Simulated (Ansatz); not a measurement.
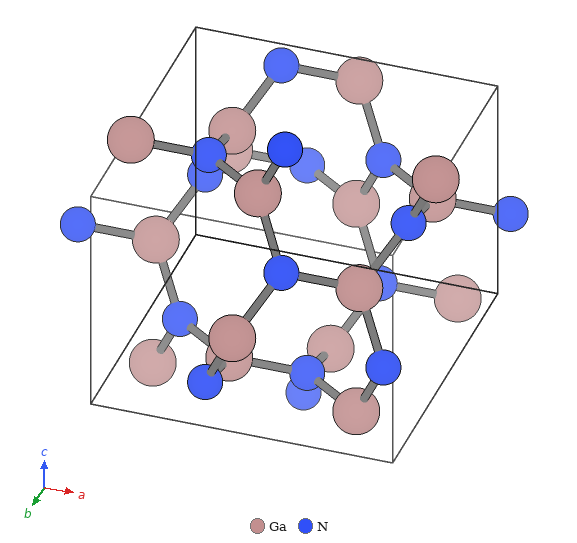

Ball-and-stick drawing of the structure, looking from a general direction. The edges of the conventional unit cell are marked. Atoms of adjacent cells appear where they bond to atoms in the box.

GaN, space group I-42d (No. 122), a = 7.17 Å, b = 7.17 Å, c = 5.62 Å, α = 90.00°, β = 90.00°, γ = 90.00°.

Theory: Ansatz, DFT PBE, scalar-relativistic, plane waves, PAW. Numerical settings: wavefunction cutoff 420 eV, k-points about 0.24 Å⁻¹ apart, Gaussian smearing of 0.02 eV, no spin polarisation.

### Is it conducting or gapped at this level?

A semiconductor at this level, with a gap of 1.32 eV on the k-mesh (the true edges may lie between mesh points, so the gap can be somewhat smaller).

It goes back to a structure type filled with these elements by a generator (whether the compound takes this form wasn't checked). What is shown is the relaxed result from DFT PBE, scalar-relativistic, plane waves, PAW in Ansatz 0.2.0.
